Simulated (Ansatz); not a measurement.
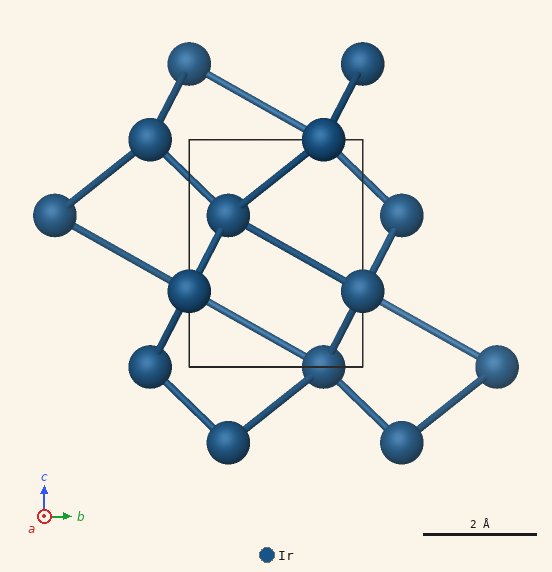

This is the input geometry for a relaxation of crystalline Ir (built on the trigonal selenium_152 type) (coarse preliminary run). Style: ball-and-stick. Shown: the cell of the calculation, along the a axis.

Case: trigonal selenium type (P3_121, No. 152).

Theory: Ansatz, DFT PBEsol, scalar-relativistic, plane waves, PAW.

Input file:
```yaml
crystal:
  lattice:
    - [3.5455382034, 0.0, 0.0]
    - [-1.7727691017, 3.0705261543, 0.0]
    - [0.0, 0.0, 4.0225317782]
  atoms:
    - { symbol: Ir, position: [0.2254, 0.0, 0.3333333333] }
    - { symbol: Ir, position: [0.0, 0.2254, 0.6666666667] }
    - { symbol: Ir, position: [0.7746, 0.7746, 0.0] }
basis:
  ecutwfc: 420
kpoints:
  mp_grid: { grid: [6, 6, 4] }
hamiltonian:
  xc: pbesol
scf:
  occupations: { method: gaussian, width: 0.1 }
  lower_state_search: "off"
output:
  forces: true
  stress: true
  eigenvalues: true
relax:
  adjacent_minimum: "off"
  f_tol: 0.04
  max_steps: 70
  cell: { stress_tol: 0.4 }
```

Q: What does the optimiser find from here?

A: The largest moves relative to the cell, 0.40 Å, are those of Ir1, Ir2 and Ir3. Ir2 goes along +b. The volume changes by +12.1 %, with a = b 3.546 → 3.682 Å (+3.8 %), c 4.023 → 4.181 Å (+4.0 %). Near-neighbour distances that change, for instance: Ir1–Ir2 1.927 → 2.542 Å, Ir1–Ir2 (another image) 2.790 → 2.542 Å. Among the angles between lasting bonds that change: Ir2–Ir1–Ir3 156.3° → 180.0°, Ir2–Ir1–Ir3 65.5° → 87.2°, Ir2–Ir1–Ir3 161.2° → 180.0°. The space group (tolerance 0.01 Å) goes from P3_121 (No. 152) to R-3m (No. 166). The energy falls by 3902 meV per atom in 6 accepted moves (7 points after the start). Largest force component: 29 eV/Å at the start, 0.0013 eV/Å at the end. Pressure: 180.58 GPa at the start and −0.17 GPa at the end. The SCF was repeated once at an unchanged geometry on a basis and grid sized afresh for the cell, which shifted the energy by 0.5 meV per atom at most. The run took roughly 29 core-seconds on a shared host.

The structure at the end:

```xyz
3
Lattice="3.6816 0.0000 0.0000 -1.8408 3.1883 0.0000 0.0000 0.0000 4.1815" Properties=species:S:1:pos:R:3 pbc="T T T"
Ir    1.2273    0.0000    1.3938
Ir    3.0679    1.0629    2.7877
Ir    1.2271    2.1254    4.1815
```

After the run, drawn alike:

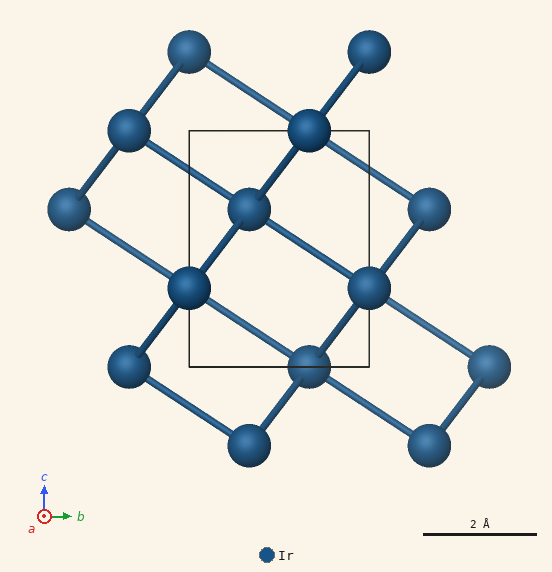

Limits of the set-up: the k-point mesh is coarse for a cell with partly filled bands.
